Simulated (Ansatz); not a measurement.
TaN (space group P6_3/mmc, No. 194). Coordinates: the geometry relaxed with Ansatz 0.2.0, DFT PBE, scalar-relativistic, plane waves, PAW.

```
CELL_PARAMETERS angstrom
2.91712 0.00000 0.00000
-1.45856 2.52630 0.00000
0.00000 0.00000 5.91497
ATOMIC_POSITIONS crystal
Ta 0.00000 0.00000 0.00000
Ta 0.00000 0.00000 0.50000
N 0.33333 0.66667 0.25000
N 0.66667 0.33333 0.75000
```

Describe the stacking along c, naming the columns A, B, C as they first turn up.

Ta(A) – N(B) – Ta(A) – N(C) (four layers in 5.91 Å).

N layers alone: BC, the hexagonal close-packed type.

Ta: two octahedral sites (per hexagonal cell).

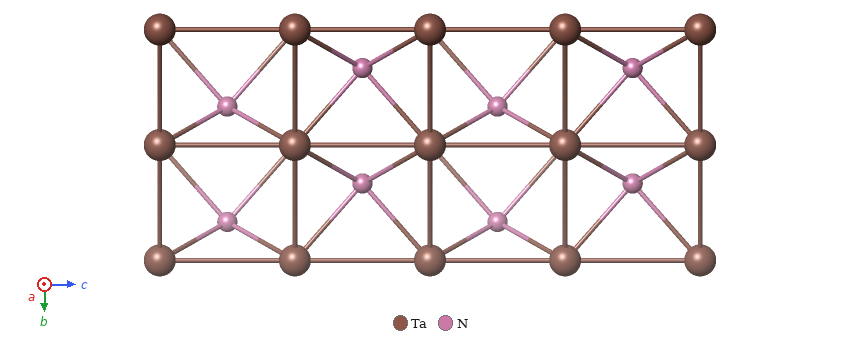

Projection along an edge of the hexagonal mesh, stacking direction c to the right. Every atom sits on one of the three columns of the mesh; call them A, B, C in the order in which they first turn up. The sequence starts with the first layer at or above the cell's origin.
